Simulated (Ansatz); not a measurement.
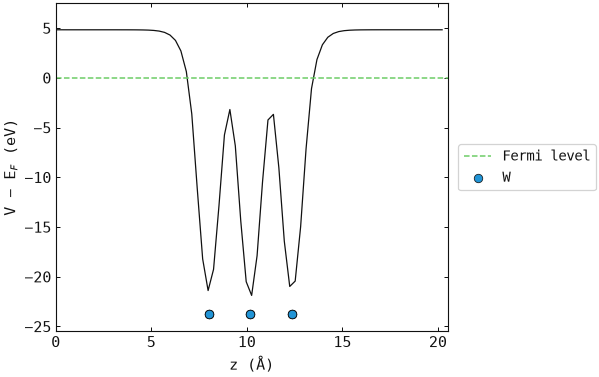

Plane-averaged electrostatic potential energy of an electron across the slab; circles at the bottom mark the heights of the atoms (positions after relaxation).

The Ansatz input:

```
crystal:
  lattice:
    - [5.5140853218, 0.0, 0.0]
    - [-1.8380284406, 5.1987294974, 0.0]
    - [0.0, 0.0, 20.5022318122]
  atoms:
    - { symbol: W, position: [0.25, 0.25, 0.3902014216] }
    - { symbol: W, position: [0.25, 0.75, 0.3902014216] }
    - { symbol: W, position: [0.75, 0.25, 0.3902014216] }
    - { symbol: W, position: [0.75, 0.75, 0.3902014216] }
    - { symbol: W, position: [0.5, 0.5, 0.5] }
    - { symbol: W, position: [0.5, 0.0, 0.5] }
    - { symbol: W, position: [0.0, 0.5, 0.5] }
    - { symbol: W, position: [0.0, 0.0, 0.5] }
    - { symbol: W, position: [0.75, 0.75, 0.6097985784] }
    - { symbol: W, position: [0.75, 0.25, 0.6097985784] }
    - { symbol: W, position: [0.25, 0.75, 0.6097985784] }
    - { symbol: W, position: [0.25, 0.25, 0.6097985784] }
basis:
  ecutwfc: 420
kpoints:
  mp_grid: { grid: [4, 4, 1] }
hamiltonian:
  xc: pbe
scf:
  occupations: { method: gaussian, width: 0.1 }
output:
  forces: true
  eigenvalues: true
  write_density: true
  write_potential: true
  elf: true
  volumetric_format: npy
relax:
  adjacent_minimum: "off"
  f_tol: 0.03
  max_steps: 70
  constraints: [{ sites: [0, 1, 2, 3] }]
efield:
  axis: 3
  dipole_correction: true
  ramp_width: 0.04
```

Command:
```bash
ansatz run input.yaml --threads 4 --pin off --max-ram 10240MiB --backend cpu --events-out ev --progress --plain --runs-dir out
```

Q: What is the work function?

A: The work function is 4.83 eV, the same on both faces. The two vacuum levels agree, so the slab has no net dipole along its normal.

Q: How thick are slab and vacuum?

A: The outermost atoms are 4.4 Å apart, which leaves 16.1 Å of vacuum in a cell 20.5 Å high.

Spin-orbit coupling is left out, which matters for W.
